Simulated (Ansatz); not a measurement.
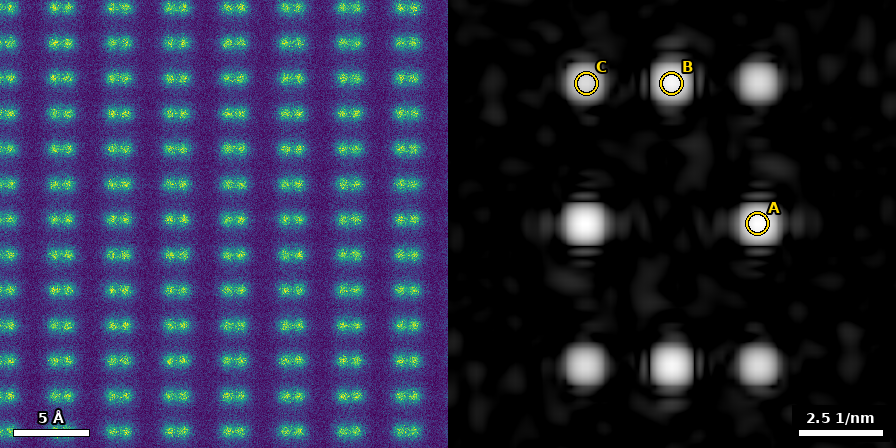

iDPC-like image of La (Fd-3m, No. 227) along [211]. Simulated as the projected potential of neutral atoms (B = 0.3 Å²) blurred by a 0.50 Å probe, the thin-sample limit of integrated differential phase contrast. Shot noise was added. Atomic positions: the geometry relaxed with DFT, PBE, plane waves (420 eV) with PAW, scalar-relativistic (Ansatz 0.2.0); the starting structure was generated, so it need not be a known form of this composition.

The right panel is the modulus of the image's Fourier transform on a logarithmic scale.

a = 6.687 Å, b = 6.687 Å, c = 6.687 Å, α = 90.00°, β = 90.00°, γ = 90.00°

**Index the marked spots and give their plane spacings (the zone axis points at the viewer; indices equivalent by symmetry, or all signs reversed, are as good).**

A: (-1 1 1), d = 3.86 Å; B: (0 -2 2), d = 2.36 Å; C: (1 -3 1), d = 2.02 Å. A and B enclose 90°, and every spot obeys the zone law hu + kv + lw = 0 for [211].
